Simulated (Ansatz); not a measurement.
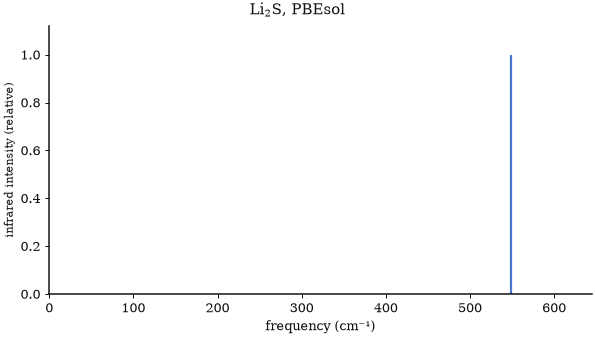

Calculation (Ansatz 0.2.0): infrared-active and silent optical phonons at the zone centre of an insulator with atoms at rest in the given cell, intensity summed over the level, zero macroscopic field, imaginary frequencies are negative, field response on a mesh refined by the program; PAW. Level: PBEsol, no spin polarisation.

wave cutoff 420 eV; k mesh 8×8×8; occupations fixed; pressure 25 GPa.

Starting cell:
```xyz
3
Lattice="0.0000 2.5412 2.5412 2.5412 0.0000 2.5412 2.5412 2.5412 0.0000" Properties=species:S:1:pos:R:3 pbc="T T T"
Li    1.2706    1.2706    1.2706
Li    3.8118    3.8118    3.8118
S     0.0000    0.0000    0.0000
```

Infrared spectrum of the zone-centre phonons for Li₂S, space group Fm-3m (No. 225). The spectrum is scaled to its strongest line. These are zero-field (TO) frequencies; inactive modes don't show.

The strongest infrared line is at 548.6 cm⁻¹, the only infrared-active level.
